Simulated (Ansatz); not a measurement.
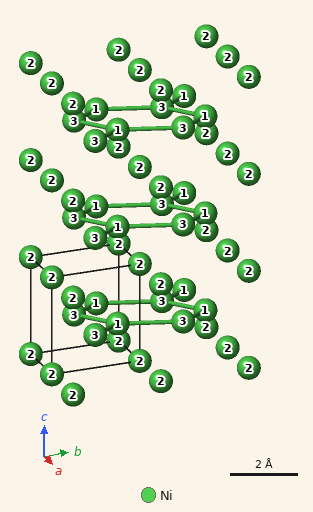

This is the input geometry for a relaxation of solid Ni (built on the Hg_191 type) (coarse preliminary run). The picture is a ball-and-stick view of the cell of the calculation, repeated 2 × 2 × 3 with one cell outlined, seen slightly off an axis.

Case: Hg type (P6/mmm, No. 191).

Level of theory: DFT PBE, scalar-relativistic, plane waves, PAW (Ansatz).

Input file:
```yaml
crystal:
  lattice:
    - [3.4570057548, 0.0, 0.0]
    - [-1.7285028774, 2.9938548046, 0.0]
    - [0.0, 0.0, 2.946829585]
  atoms:
    - { symbol: Ni, position: [0.3333333333, 0.6666666667, 0.5], spin: 0.73 }
    - { symbol: Ni, position: [0.0, 0.0, 0.0], spin: 0.77 }
    - { symbol: Ni, position: [0.6666666667, 0.3333333333, 0.5], spin: 0.73 }
basis:
  ecutwfc: 420
kpoints:
  mp_grid: { grid: [6, 6, 6] }
hamiltonian:
  xc: pbe
scf:
  occupations: { method: gaussian, width: 0.1 }
  lower_state_search: "off"
output:
  forces: true
  stress: true
  eigenvalues: true
  populations: true
magnetization:
  spin_polarized: true
relax:
  adjacent_minimum: "off"
  f_tol: 0.04
  max_steps: 70
  cell: { stress_tol: 0.4 }
```

Predict the outcome.

Answer. The atoms keep their places relative to the cell (all moves are under 0.005 Å). The drawn cell changes as follows: a = b 3.457 → 3.987 Å (+15.3 %), c 2.947 → 2.424 Å (−17.8 %); the volume changes by +9.4 %. Among the contacts that change: Ni1–Ni1 2.947 → 2.424 Å, Ni1–Ni3 1.996 → 2.302 Å. The space group stays P6/mmm (No. 191). Over 8 accepted moves (10 points after the start) the energy falls by 2.242 eV per cell of the calculation. All forces vanish by symmetry, so only the cell relaxes. Pressure: 50.78 GPa at the start and −0.04 GPa at the end. At 2 points the geometry stayed and the basis and grid were re-selected for the new cell (energy shift of 65.9 meV per cell of the calculation at most each time).

History of the run:

```json
{"step": "0", "E − E(0), meV/atom": "0.00", "pressure, GPa": "50.78", "volume, Å³/atom": "10.166", "note": ""}
{"step": "1", "E − E(0), meV/atom": "-363.82", "pressure, GPa": "19.99", "volume, Å³/atom": "10.900", "note": ""}
{"step": "2", "E − E(0), meV/atom": "-566.75", "pressure, GPa": "6.46", "volume, Å³/atom": "11.138", "note": ""}
{"step": "3", "E − E(0), meV/atom": "-677.18", "pressure, GPa": "1.78", "volume, Å³/atom": "11.062", "note": ""}
{"step": "4", "E − E(0), meV/atom": "-719.63", "pressure, GPa": "-2.13", "volume, Å³/atom": "11.041", "note": ""}
{"step": "5", "E − E(0), meV/atom": "-720.96", "pressure, GPa": "1.12", "volume, Å³/atom": "10.874", "note": ""}
{"step": "6", "E − E(0), meV/atom": "-721.13", "pressure, GPa": "-0.02", "volume, Å³/atom": "10.920", "note": ""}
{"step": "7", "E − E(0), meV/atom": "-743.11", "pressure, GPa": "3.76", "volume, Å³/atom": "10.920", "note": "same geometry, new basis"}
{"step": "8", "E − E(0), meV/atom": "-747.07", "pressure, GPa": "0.86", "volume, Å³/atom": "11.072", "note": ""}
{"step": "9", "E − E(0), meV/atom": "-747.28", "pressure, GPa": "-0.01", "volume, Å³/atom": "11.121", "note": ""}
{"step": "10", "E − E(0), meV/atom": "-747.35", "pressure, GPa": "-0.04", "volume, Å³/atom": "11.121", "note": "same geometry, new basis"}
```

The structure at the end:

```
Ni
1.0
     3.98700    0.00000    0.00000
    -1.99350    3.45284    0.00000
     0.00000    0.00000    2.42358
Ni
3
Direct
  0.33333 0.66667 0.50000
  0.00000 0.00000 0.00000
  0.66667 0.33333 0.50000
```

The end point in the same view:

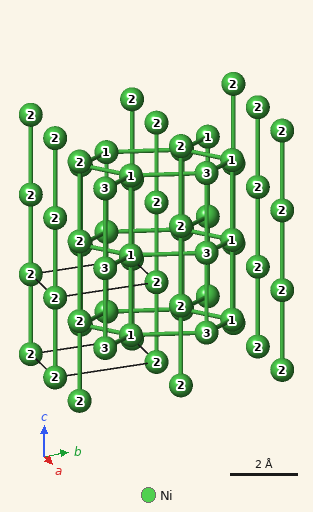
